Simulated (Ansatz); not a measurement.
## Two runs on WS$_{2}$

System: WS$_{2}$ (P-6m2, 3 atoms in the cell).
Method of the first run: Kohn-Sham DFT of a periodic cell, PBE, Ansatz PAW, no spin polarisation (Ansatz 0.2.0).

The structure derives from a Materials Project entry. Text and figures count atoms from 1; the logs count them from 0 in places.

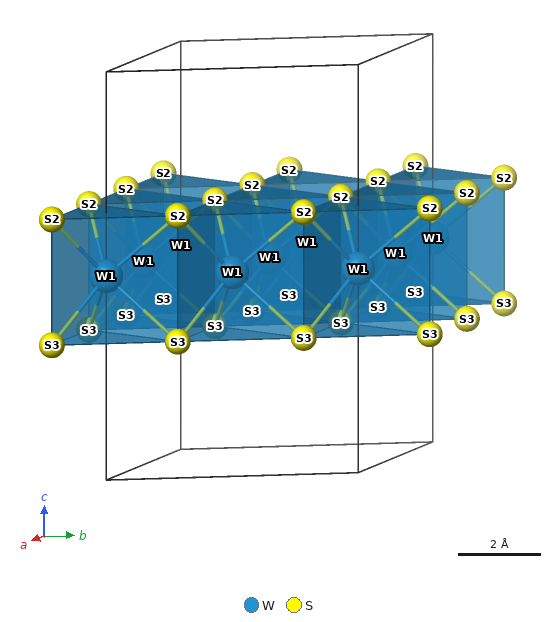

**Figure 1.** The input geometry (polyhedral view of the 2 × 2 repeat of the cell, with the vacuum cut short, seen slightly off an axis; polyhedra are completed across the faces of the cell; atoms are numbered from 1 in the order of the input). An atom can appear more than once, as a periodic image.

Input, the first run:
```yaml
crystal:
  lattice:
    - [3.1835163552, 0.0, 0.0]
    - [-1.5917581776, 2.7570060369, 0.0]
    - [0.0, 0.0, 16.95057789]
  atoms:
    - { symbol: W, position: [0.0, 0.0, 0.0] }
    - { symbol: S, position: [0.3333333333, 0.6666666667, 0.09200051] }
    - { symbol: S, position: [0.3333333333, 0.6666666667, 0.90799949] }
hamiltonian:
  xc: pbe
  pseudopotentials: { kind: paw }
kpoints:
  mp_grid: { grid: [10, 10, 2] }
scf:
  occupations: { method: fermi_dirac, width: 0.05 }
output:
  forces: true
  stress: true
  eigenvalues: true
relax:
  f_tol: 0.01
  max_steps: 40
  cell: { stress_tol: 0.05 }
```

Launched with:
```bash
ansatz run input.yaml --threads 2 --pin off --max-ram 5632MiB --backend cpu --events-out ev --progress --plain --runs-dir out
```

Hardware: 2 threads of Arm Neoverse V1, 24 GiB of memory available, shared host.

Output, shortened to warnings, some set-up lines, iterations and results (the first run):
```
Basis set: ecut = 420 eV, 2937 PW (Γ), exchange–correlation on 48×48×240 points (8 copies of the dense FFT grid, shifted against one another)
Symmetry: 12 space group operations
k-points: 28 of 200 (time reversal used)
Initial density: superposition of atomic densities (neutral atoms: chi_scale 0, normalization atom), corrected by the library's trained network
[...]
SCF iter   1: F=—  HF=-12191.428424 eV  |F-HF|=—  |Δ(HF+E_count)|=         —  Δρ=3.44e-3  dr2=2.26e-2  ethr=1.77e-3  ⟨swp⟩=9.2  Hψ=3429  notcnv=0
SCF iter   2: F=—  HF=-12191.440717 eV  |F-HF|=—  |Δ(HF+E_count)|=   1.23e-2  Δρ=3.66e-3  dr2=6.56e-2  ethr=8.68e-5  ⟨swp⟩=3.6  Hψ=1286  notcnv=0
SCF iter   3: F=—  HF=-12191.431515 eV  |F-HF|=—  |Δ(HF+E_count)|=   9.20e-3  Δρ=1.29e-3  dr2=1.71e-3  ethr=8.68e-5  ⟨swp⟩=2.6  Hψ=798  notcnv=0
SCF iter   4: F=—  HF=-12191.433466 eV  |F-HF|=—  |Δ(HF+E_count)|=   1.95e-3  Δρ=2.12e-4  dr2=1.75e-5  ethr=6.58e-6  ⟨swp⟩=2.1  Hψ=689  notcnv=0
SCF iter   5: F=—  HF=-12191.433550 eV  |F-HF|=—  |Δ(HF+E_count)|=   8.42e-5  Δρ=2.79e-5  dr2=1.36e-6  ethr=6.72e-8  ⟨swp⟩=3.1  Hψ=1127  notcnv=0
[... 20 lines ...]
SCF iter   3: F=—  HF=-12191.437040 eV  |F-HF|=—  |Δ(HF+E_count)|=   2.44e-5  Δρ=7.58e-6  dr2=2.10e-7  ethr=2.40e-10  ⟨swp⟩=3.6  Hψ=978  notcnv=0  recentre
SCF iter   4: F=—  HF=-12191.437048 eV  |F-HF|=—  |Δ(HF+E_count)|=   8.04e-6  Δρ=1.18e-6  dr2=8.51e-10  ethr=2.40e-10  ⟨swp⟩=2.3  Hψ=692  notcnv=0
SCF iter   5: F=-12191.437049 eV  HF=-12191.437049 eV  |F-HF|=3.42e-8  |Δ(HF+E_count)|=   1.10e-6  Δρ=1.73e-7  dr2=2.24e-11  ethr=1.00e-12  ⟨swp⟩=8.3  Hψ=3622  notcnv=0
SCF 4 converged in 5 iterations: F = -12191.437049 eV  dr2 = 2.24e-11
relax step   4: F+E_penalty+E_count = -12191.43704906 eV  Δ(F+E_penalty+E_count) = -2.867e-5 eV  max|allowed force component| = 2.831e-3 eV/Å  Δτ_max = 0.0000 Å  P = -0.030 …
basis re-selected at this cell: Δ(F+E_penalty+E_count) = -2.867e-5 eV, ΔP = -0.000 GPa vs the last step (what re-selecting the basis moved, of the pressure what is left beyond the Pulay correction that the steps carried, after the strain that the cell walked since its last selection, with what the …
SCF converged after 5 iterations
Free energy (F): -12191.437049 eV
Harris-Foulkes:  -12191.437049 eV  (|F-HF|=3.42e-8)
Internal energy: -12191.437049 eV  (E = F + TS)
E sigma→0 (E₀):  -12191.437049 eV
Fermi energy:    1.233475 eV
--- Per-component energies (eV) ---
  E_band       = -466.428017
  E_kinetic    = 664.946174
  E_local      = -12331.604559  (includes V_loc(G=0)·N_el)
  E_nonlocal   = 57.241871
  E_hartree    = 5846.143272
  E_xc         = -461.609595
  E_vxc        = -414.279920  (∫ρ·V_xc dr)
  E_paw        = -9763.054315  (= ΣΔE_a)
  E_vpaw       = -135.018100  (= ΣTr[D̂ρ^β])
  E_aug_tail   = -0.000060  (compensation charges beyond the density's cutoff)
  E_ewald      = 3796.500164
  E_smearing   = -0.000000  (= −TS)
  E_closure    = -0.000000  (closes the sum)
  Σ components = -12191.437049   (vs F -12191.437049, Δ=0.00e0)
--- Forces (eV/Å), atoms counted from 1 ---
  atom   1  W      0.00000000     0.00000000     0.00000000
  atom   2  S     -0.00000000     0.00000000    -0.00283134
  atom   3  S      0.00000000     0.00000000     0.00283134
  max |Σ_I F_I| component: 1.85e-17 eV/Å
--- Stress (GPa, compression-positive) ---
       -0.040131       0.000000       0.000000
       -0.000000      -0.040131       0.000000
        0.000000       0.000000      -0.009556
  P = ⅓ Tr σ = -0.0299 GPa (-0.299 kbar)
--- Relaxed structure (3 steps of the walk, 3 accepted, 1 SCFs on fresh bases) ---
  F+E_penalty+E_count = -12191.43704906 eV   max|allowed force component| = 2.831e-3 eV/Å   (the final SCF, on the basis selected at the relaxed cell)
  cell:  # Å, volume = 149.2471 Å³
    - [3.188547387936327, 2.4684813656176174e-33, 0.0]
    - [-1.5942736939681634, 2.761363039123375, 0.0]
    - [0.0, 0.0, 16.950768464173837]
  atoms:
    - { symbol: W, position: [-3.0814879110195774e-33, -2.878355989888598e-17, 0.0] }
    - { symbol: S, position: [0.3333333333333333, 0.6666666666666666, 0.09267382067699075] }
    - { symbol: S, position: [0.3333333333333333, 0.6666666666666666, 0.9073261793230093] }
```

For the second run the input was changed thus:
```diff
-  xc: pbe
+  xc: lda
```

What does this change do to the results?

The total energies belong to different methods, so their difference says nothing on which is more stable or more accurate. The gap on the mesh goes from 2.03 to 2.27 eV. The volume per atom goes from 49.75 to 47.81 Å³. The functional changes from PBE to LDA. The SCF takes 31 iterations over all geometry steps against 22.

Output, shortened to warnings, some set-up lines, iterations and results (the second run):
```
Basis set: ecut = 420 eV, 2937 PW (Γ)
Symmetry: 12 space group operations
k-points: 28 of 200 (time reversal used)
Initial density: superposition of atomic densities (neutral atoms: chi_scale 0, normalization atom), corrected by the library's trained network
[...]
SCF iter   1: F=—  HF=-11871.560552 eV  |F-HF|=—  |Δ(HF+E_count)|=         —  Δρ=6.63e-3  dr2=1.48e-1  ethr=1.77e-3  ⟨swp⟩=9.1  Hψ=3380  notcnv=0
SCF iter   2: F=—  HF=-11871.622892 eV  |F-HF|=—  |Δ(HF+E_count)|=   6.23e-2  Δρ=9.60e-3  dr2=5.14e-1  ethr=5.68e-4  ⟨swp⟩=3.4  Hψ=1210  notcnv=0  recentre
SCF iter   3: F=—  HF=-11871.540250 eV  |F-HF|=—  |Δ(HF+E_count)|=   8.26e-2  Δρ=2.42e-3  dr2=4.98e-3  ethr=5.68e-4  ⟨swp⟩=3.0  Hψ=886  notcnv=0
SCF iter   4: F=—  HF=-11871.541560 eV  |F-HF|=—  |Δ(HF+E_count)|=   1.31e-3  Δρ=4.13e-4  dr2=2.46e-4  ethr=1.92e-5  ⟨swp⟩=2.2  Hψ=901  notcnv=0
SCF iter   5: F=—  HF=-11871.541561 eV  |F-HF|=—  |Δ(HF+E_count)|=   1.67e-6  Δρ=1.03e-4  dr2=1.20e-5  ethr=9.48e-7  ⟨swp⟩=2.0  Hψ=704  notcnv=0
[... 31 lines ...]
SCF iter   4: F=—  HF=-11871.583406 eV  |F-HF|=—  |Δ(HF+E_count)|=   8.41e-9  Δρ=1.03e-6  dr2=3.61e-9  ethr=1.21e-10  ⟨swp⟩=2.1  Hψ=678  notcnv=0
SCF iter   5: F=—  HF=-11871.583406 eV  |F-HF|=—  |Δ(HF+E_count)|=  5.17e-10  Δρ=3.90e-7  dr2=8.32e-11  ethr=1.39e-11  ⟨swp⟩=2.1  Hψ=675  notcnv=0
SCF iter   6: F=-11871.583406 eV  HF=-11871.583406 eV  |F-HF|=1.82e-11  |Δ(HF+E_count)|=  3.64e-12  Δρ=8.29e-8  dr2=4.39e-12  ethr=1.00e-12  ⟨swp⟩=9.6  Hψ=3189  notcnv=0
SCF 5 converged in 6 iterations: F = -11871.583406 eV  dr2 = 4.39e-12
relax step   5: F+E_penalty+E_count = -11871.58340611 eV  Δ(F+E_penalty+E_count) = +2.818e-4 eV  max|allowed force component| = 1.792e-3 eV/Å  Δτ_max = 0.0000 Å  P = -0.007 …
basis re-selected at this cell: Δ(F+E_penalty+E_count) = +2.818e-4 eV, ΔP = -0.001 GPa vs the last step (what re-selecting the basis moved, of the pressure what is left beyond the Pulay correction that the steps carried, after the strain that the cell walked since its last selection, with what the …
SCF converged after 6 iterations
Free energy (F): -11871.583406 eV
Harris-Foulkes:  -11871.583406 eV  (|F-HF|=1.82e-11)
Internal energy: -11871.583406 eV  (E = F + TS)
E sigma→0 (E₀):  -11871.583406 eV
Fermi energy:    1.227881 eV
--- Per-component energies (eV) ---
  E_band       = -466.883174
  E_kinetic    = 669.973660
  E_local      = -12815.349705  (includes V_loc(G=0)·N_el)
  E_nonlocal   = 65.256510
  E_hartree    = 6085.833403
  E_xc         = -459.449081
  E_vxc        = -416.831015  (∫ρ·V_xc dr)
  E_paw        = -9447.478895  (= ΣΔE_a)
  E_vpaw       = -141.599418  (= ΣTr[D̂ρ^β])
  E_aug_tail   = -0.000067  (compensation charges beyond the density's cutoff)
  E_ewald      = 4029.041221
  E_core_change = 0.589548  (= ΣΔE_core)
  E_smearing   = -0.000000  (= −TS)
  E_closure    = -0.000000  (closes the sum)
  Σ components = -11871.583406   (vs F -11871.583406, Δ=0.00e0)
--- Forces (eV/Å), atoms counted from 1 ---
  atom   1  W     -0.00000000     0.00000000     0.00000000
  atom   2  S      0.00000000    -0.00000000    -0.00179222
  atom   3  S      0.00000000     0.00000000     0.00179222
  max |Σ_I F_I| component: 2.08e-17 eV/Å
--- Stress (GPa, compression-positive) ---
       -0.006857       0.000000       0.000000
        0.000000      -0.006857       0.000000
        0.000000       0.000000      -0.006653
  P = ⅓ Tr σ = -0.0068 GPa (-0.068 kbar)
--- Relaxed structure (4 steps of the walk, 4 accepted, 1 SCFs on fresh bases) ---
  F+E_penalty+E_count = -11871.58340611 eV   max|allowed force component| = 1.792e-3 eV/Å   (the final SCF, on the basis selected at the relaxed cell)
  cell:  # Å, volume = 143.4238 Å³
    - [3.1255080271424, 0.0, 0.0]
    - [-1.5627540135712, 2.7067693512375013, 0.0]
    - [0.0, 0.0, 16.953114954501146]
  atoms:
    - { symbol: W, position: [0.0, -2.878355989888598e-17, 0.0] }
    - { symbol: S, position: [0.3333333333333333, 0.6666666666666666, 0.09205021566328639] }
    - { symbol: S, position: [0.3333333333333333, 0.6666666666666666, 0.9079497843367135] }
```

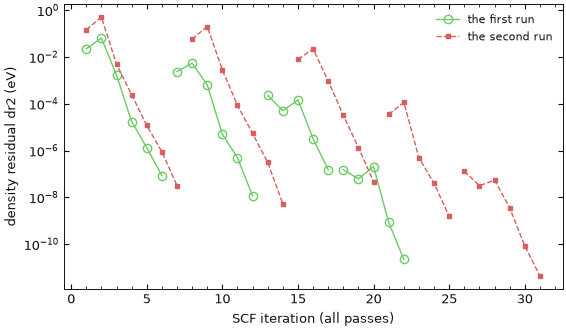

**Figure 2.** Convergence of the two runs: density residual dr2 against the SCF iteration. A break in a curve parts two SCF passes. The first run takes 22 iterations in all, and the second run takes 31.

The two runs side by side:

| quantity | the first run | the second run |
| --- | --- | --- |
| outcome | converged | converged |
| free energy per atom (eV) | −4063.8123 | −3957.1945 |
| gap on the mesh (eV) | 2.03 | 2.27 |
| pressure (GPa) | −0.03 | −0.01 |
| volume per atom (Å³) | 49.75 | 47.81 |
| largest force (eV/Å) | 0.003 | 0.002 |
| SCF iterations | 22 | 31 |
| irreducible k-points | 28 | 28 |
| wall time (shared host) | 15 s | 19 s |

For both runs: Spin–orbit coupling is left out, which matters for W.
